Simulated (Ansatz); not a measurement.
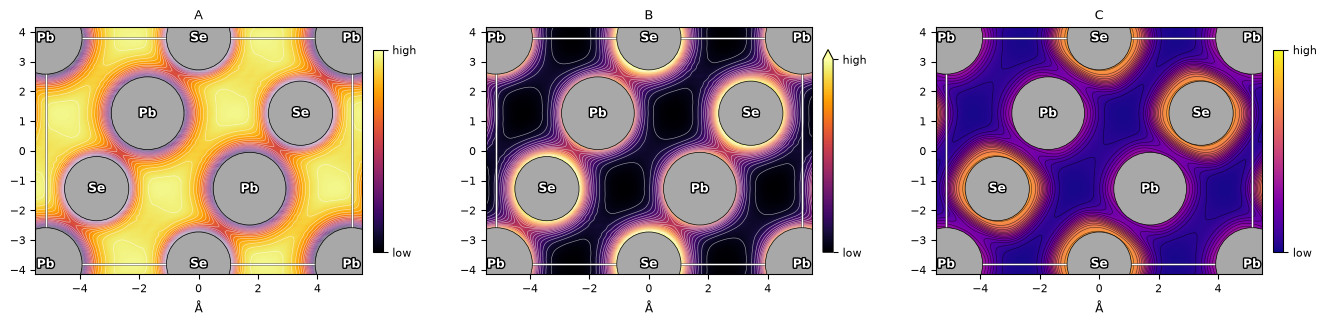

PbSe: 3 fields on the (110) plane of the conventional cell, with unlabelled colour scales. Grey discs cover the atomic cores.

Space group R-3m; changed on purpose from its base cell (equal xy, yz and zx shear strains of -3 %, PAW files); computed pressure about 2 GPa in this cell.

Computed with DFT, PBE, PAW with Ansatz's default frozen-core files, scalar-relativistic (Ansatz).

```xyz
6
Lattice="3.1081 0.0000 -3.1081 -3.1081 3.1081 0.0000 5.9406 5.9406 5.9406" Properties=species:S:1:pos:R:3 pbc="T T T"
Pb    0.0000    0.0000    0.0000
Pb    3.0162    3.0162   -0.0919
Pb    2.9244    6.0325    2.9244
Se   -0.0459    3.0622   -0.0459
Se    2.9703    2.9703    2.9703
Se    5.9865    5.9865    2.8784
```

Which field does each panel show? The fields are: electron localisation function, electrostatic potential energy of an electron and valence pseudo-density.

Panel A: electrostatic potential energy of an electron (low next to the atoms, rising into the space between them). Panel B: valence pseudo-density. Panel C: electron localisation function. From the grid: Pb–Se (3.06 Å): ρ is about 0.21 e/Å³ halfway; the ELF is about 0.30 at the midpoint.
